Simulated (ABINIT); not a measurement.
**Positron calculation of GaAs (part 1 of 2)**

System: GaAs (F-43m, 2 atoms in the cell).
Method: Kohn-Sham DFT of a periodic cell, PBEsol, JTH PAW PBE v2.0, no spin polarisation (ABINIT 10.8.3).

The structure derives from an entry of the Crystallography Open Database.

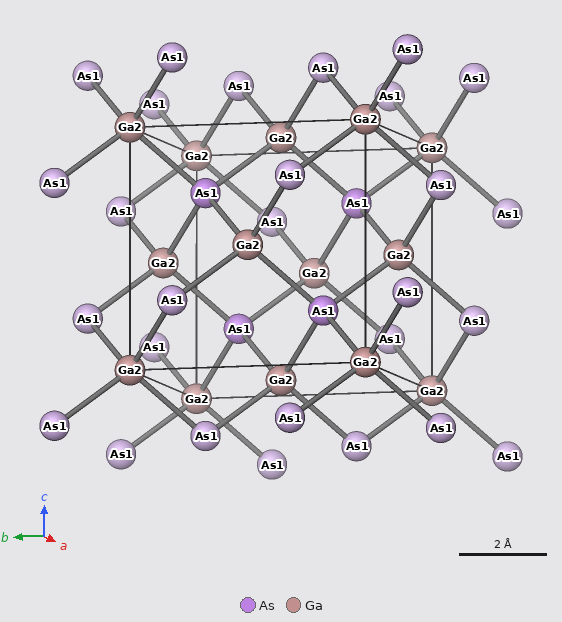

The structure as given in the input (ball-and-stick view of the cell 4 times as large as that of the calculation, set on its symmetry axes, seen at an oblique angle; neighbours outside the cell are drawn fainter; atoms are numbered from 1 in the order of the input). Near neighbours in the crystal (not all of them lie inside the picture): As has 4 Ga at 2.45 Å; Ga has 4 As at 2.45 Å.

**The input**
```
# Datasets
ndtset 2

# Pseudopotentials
pp_dirpath "./"
pseudos "As.GGA_PBE-JTH.xml, Ga.GGA_PBE-JTH.xml"

# Structure
acell 7.5645671157 7.5645671157 7.5645671157
rprim
     0.0000000000     0.7071067812     0.7071067812
     0.7071067812     0.0000000000     0.7071067812
     0.7071067812     0.7071067812     0.0000000000
ntypat 2
znucl 33 31
natom 2
typat 1 2
chkprim 0
chksymtnons 0
tolsym 1.0e-6
xred
            3/4            3/4            3/4
            0.0            0.0            0.0

# Plane-wave basis
ecut 17.0
pawecutdg 34.0
ecutsm 0.5

# Exchange and correlation
ixc -116133

# SCF cycle
nstep 80

# Output
iomode 3
prteig 0
prtebands 0
prtwf 0

# Dataset 1: electrons
kptopt1 1
ngkpt1 6 6 6
nshiftk1 1
shiftk1 0.0 0.0 0.0
nband1 18
occopt1 3
tsmear1 0.00183747
tolvrs1 1.0e-10
prtden1 1

# Dataset 2: positron in the electrons' density
positron2 1
ixcpositron2 11
getden2 1
kptopt2 0
nkpt2 1
kpt2 0.0 0.0 0.0
nband2 1
occopt2 2
occ2 1.0
posocc2 1.0
toldfe2 1.0e-9
optforces2 0
optstress2 0
prtden2 0
```

Command:
```bash
abinit run.abi > log 2>&1
```

**What the program printed**
```
.Version 10.8.3 of ABINIT
 DATASET    1 : space group F-4 3 m (#216); Bravais cF (face-center cubic)
================================================================================
 Values of the parameters that define the memory need for DATASET  1.
     intxc =       0    ionmov =       0      iscf =      17    lmnmax =      18
     lnmax =       6     mgfft =      30  mpssoang =       3    mqgrid =    3001
     natom =       2  nloc_mem =       2    nspden =       1   nspinor =       1
    nsppol =       1      nsym =      24    n1xccc =       1    ntypat =       2
    occopt =       3   xclevel =       2
       mpw =        1032          nfft =       27000          nkpt =          16
 PAW method is used; the additional fine FFT grid is defined by:
   mgfftf=        40    nfftf =     64000
================================================================================
================================================================================

 DATASET    2 : space group F-4 3 m (#216); Bravais cF (face-center cubic)
================================================================================
 Values of the parameters that define the memory need for DATASET  2.
     intxc =       0    ionmov =       0      iscf =      17    lmnmax =      18
     lnmax =       6     mgfft =      30  mpssoang =       3    mqgrid =    3001
     natom =       2  nloc_mem =       2    nspden =       1   nspinor =       1
    nsppol =       1      nsym =      24    n1xccc =       1    ntypat =       2
    occopt =       2   xclevel =       2
       mpw =         483          nfft =       27000          nkpt =           1
 PAW method is used; the additional fine FFT grid is defined by:
   mgfftf=        40    nfftf =     64000
================================================================================
================================================================================

--------------------------------------------------------------------------------
------------- Echo of variables that govern the present computation ------------
--------------------------------------------------------------------------------
 -outvars: echo values of preprocessed input variables --------
            acell      7.5645671157E+00  7.5645671157E+00  7.5645671157E+00 Bohr
              amu      7.49215900E+01  6.97230000E+01
          chkprim           0
      chksymtnons           0
             ecut      1.70000000E+01 Hartree
           ecutsm      5.00000000E-01 Hartree
           getden1          0
           getden2          1
              ixc     -116133
      ixcpositron1          1
      ixcpositron2         11
           jdtset        1    2
           kptopt1          1
           kptopt2          0
         kptrlatt        6    0    0      0    6    0      0    0    6
          kptrlen1     4.53874027E+01
          kptrlen2     3.00000000E+01
            natom           2
            nband1         18
            nband2          1
           ndtset           2
            ngfft          30      30      30
          ngfftdg          40      40      40
             nkpt1         16
             nkpt2          1
            nstep          80
             nsym          24
           ntypat           2
           occopt1          3
           occopt2          2
        optforces1          2
        optforces2          0
        optstress1          1
        optstress2          0
        pawecutdg      3.40000000E+01 Hartree
         positron1          0
         positron2          1
           prtden1          1
           prtden2          0
        prtebands           0
           prteig           0
            prtwf           0
            rprim      0.0000000000E+00  7.0710678120E-01  7.0710678120E-01
                       7.0710678120E-01  0.0000000000E+00  7.0710678120E-01
                       7.0710678120E-01  7.0710678120E-01  0.0000000000E+00
           shiftk1     0.00000000E+00  0.00000000E+00  0.00000000E+00
           shiftk2     5.00000000E-01  5.00000000E-01  5.00000000E-01
          spgroup         216
           toldfe1     0.00000000E+00 Hartree
           toldfe2     1.00000000E-09 Hartree
           tolsym      1.00000000E-06
           tolvrs1     1.00000000E-10
           tolvrs2     0.00000000E+00
           tsmear1     1.83747000E-03 Hartree
           tsmear2     1.00000000E-02 Hartree
            typat      1  2
           useylm           1
           xangst      4.2458189822E+00  4.2458189822E+00  4.2458189822E+00
                       0.0000000000E+00  0.0000000000E+00  0.0000000000E+00
            xcart      8.0234350565E+00  8.0234350565E+00  8.0234350565E+00
                       0.0000000000E+00  0.0000000000E+00  0.0000000000E+00
             xred      7.5000000000E-01  7.5000000000E-01  7.5000000000E-01
                       0.0000000000E+00  0.0000000000E+00  0.0000000000E+00
            znucl       33.00000   31.00000

================================================================================

 chkinp: Checking input parameters for consistency, jdtset=   1.

 chkinp: Checking input parameters for consistency, jdtset=   2.

================================================================================
== DATASET  1 ==================================================================

--- !DatasetInfo
iteration_state: {dtset: 1, }
dimensions: {natom: 2, nkpt: 16, mband: 18, nsppol: 1, nspinor: 1, nspden: 1, mpw: 1032, }
cutoff_energies: {ecut:  17.0, pawecutdg:  34.0, }
electrons: {nelect:   2.80000000E+01, charge:   0.00000000E+00, occopt:   3.00000000E+00, tsmear:   1.83747000E-03, }
meta: {optdriver: 0, ionmov: 0, optcell: 0, iscf: 17, paral_kgb: 0, }
...

 Real(R)+Recip(G) space primitive vectors, cartesian coordinates (Bohr,Bohr^-1):
 R(1)=  0.0000000  5.3489567  5.3489567  G(1)= -0.0934762  0.0934762  0.0934762
 R(2)=  5.3489567  0.0000000  5.3489567  G(2)=  0.0934762 -0.0934762  0.0934762
 R(3)=  5.3489567  5.3489567  0.0000000  G(3)=  0.0934762  0.0934762 -0.0934762
 Unit cell volume ucvol=  3.0608161E+02 bohr^3
 Angles (23,13,12)=  6.00000000E+01  6.00000000E+01  6.00000000E+01 degrees

 Coarse grid specifications (used for wave-functions):

 getcut: wavevector=  0.0000  0.0000  0.0000  ngfft=  30  30  30
         ecut(hartree)=     17.000   => boxcut(ratio)=   2.13909

 Fine grid specifications (used for densities):

 getcut: wavevector=  0.0000  0.0000  0.0000  ngfft=  40  40  40
         ecut(hartree)=     34.000   => boxcut(ratio)=   2.01452

--- Pseudopotential description ------------------------------------------------
- pspini: atom type   1  psp file is ./As.GGA_PBE-JTH.xml
 Pseudopotential format is: paw10
 basis_size (lnmax)=  6 (lmn_size= 18), orbitals=   0   0   1   1   2   2
 Spheres core radius: rc_sph= 2.10391912
 Shapefunction is BESSEL type: shapef(r,l)=aa(1,l)*jl(q(1,l)*r)+aa(2,l)*jl(q(2,l)*r)
 Radius for shape functions =  1.70360438
 Compensation charge density is not taken into account in XC energy/potential

- pspini: atom type   2  psp file is ./Ga.GGA_PBE-JTH.xml
 Pseudopotential format is: paw10
 basis_size (lnmax)=  6 (lmn_size= 18), orbitals=   0   0   1   1   2   2
 Spheres core radius: rc_sph= 2.10359248
 Shapefunction is BESSEL type: shapef(r,l)=aa(1,l)*jl(q(1,l)*r)+aa(2,l)*jl(q(2,l)*r)
 Radius for shape functions =  1.80829011
 Compensation charge density is not taken into account in XC energy/potential

   1.31748582E+03                                ecore*ucvol(ha*bohr**3)
--------------------------------------------------------------------------------

================================================================================

--- !BeginCycle
iteration_state: {dtset: 1, }
solver: {iscf: 17, nstep: 80, nline: 4, wfoptalg: 10, }
tolerances: {tolvrs: 1.00E-10, }
...

     iter   Etot(hartree)      deltaE(h)  residm     nres2
 ETOT  1  -192.29894998087    -1.923E+02 4.398E-01 1.518E+00
 ETOT  2  -192.92781963171    -6.289E-01 3.660E-03 3.526E-01
 ETOT  3  -192.92619354690     1.626E-03 1.323E-02 6.310E-02
 ETOT  4  -192.92601721092     1.763E-04 3.955E-04 7.075E-03
 ETOT  5  -192.92605484559    -3.763E-05 3.646E-04 1.922E-03
 ETOT  6  -192.92607279716    -1.795E-05 4.309E-05 1.822E-04
 ETOT  7  -192.92607379756    -1.000E-06 8.444E-05 1.942E-05
 ETOT  8  -192.92607429304    -4.955E-07 9.569E-06 5.047E-07
 ETOT  9  -192.92607430041    -7.367E-09 1.769E-05 4.491E-08
 ETOT 10  -192.92607430067    -2.611E-10 1.875E-06 2.722E-09
 ETOT 11  -192.92607430072    -4.633E-11 4.023E-06 7.052E-10
 ETOT 12  -192.92607430072    -7.162E-12 3.947E-07 9.638E-11

 At SCF step   12       nres2   =  9.64E-11 < tolvrs=  1.00E-10 =>converged.

 Cartesian components of stress tensor (hartree/bohr^3)
  sigma(1 1)= -5.25608665E-07  sigma(3 2)=  0.00000000E+00
  sigma(2 2)= -5.25608665E-07  sigma(3 1)=  0.00000000E+00
  sigma(3 3)= -5.25608665E-07  sigma(2 1)=  0.00000000E+00

--- !ResultsGS
iteration_state: {dtset: 1, }
comment   : Summary of ground state results
lattice_vectors:
- [  0.0000000,   5.3489567,   5.3489567, ]
- [  5.3489567,   0.0000000,   5.3489567, ]
- [  5.3489567,   5.3489567,   0.0000000, ]
lattice_lengths: [   7.56457,    7.56457,    7.56457, ]
lattice_angles: [ 60.000,  60.000,  60.000, ] # degrees, (23, 13, 12)
lattice_volume:   3.0608161E+02
convergence: {deltae: -7.162E-12, res2:  9.638E-11, residm:  3.947E-07, diffor: null, }
etotal    :  -1.92926074E+02
entropy   :   0.00000000E+00
fermie    :   1.64502080E-01
cartesian_stress_tensor: # hartree/bohr^3
- [ -5.25608665E-07,   0.00000000E+00,   0.00000000E+00, ]
- [  0.00000000E+00,  -5.25608665E-07,   0.00000000E+00, ]
- [  0.00000000E+00,   0.00000000E+00,  -5.25608665E-07, ]
pressure_GPa:   1.5464E-02
xred      :
- [  7.5000E-01,   7.5000E-01,   7.5000E-01, As]
- [  0.0000E+00,   0.0000E+00,   0.0000E+00, Ga]
cartesian_forces: # hartree/bohr
- [  7.86556780E-31,   7.86556780E-31,  -2.35967034E-30, ]
- [ -7.86556780E-31,  -7.86556780E-31,   2.35967034E-30, ]
force_length_stats: {min:   2.60871372E-30, max:   2.60871372E-30, mean:   2.60871372E-30, }
...

 Integrated electronic density in atomic spheres:
 ------------------------------------------------
 Atom  Sphere_radius  Integrated_density
    1        2.10392         12.70485779
    2        2.10359         11.05896402

================================================================================

 ----iterations are completed or convergence reached----

 Mean square residual over all n,k,spin=   13.778E-10; max=  39.466E-08
 reduced coordinates (array xred) for    2 atoms
       0.750000000000      0.750000000000      0.750000000000
       0.000000000000      0.000000000000      0.000000000000
 rms dE/dt=  2.6609E-29; max dE/dt=  3.3658E-29; dE/dt below (all hartree)
    1       0.000000000000      0.000000000000     -0.000000000000
    2       0.000000000000      0.000000000000     -0.000000000000
```
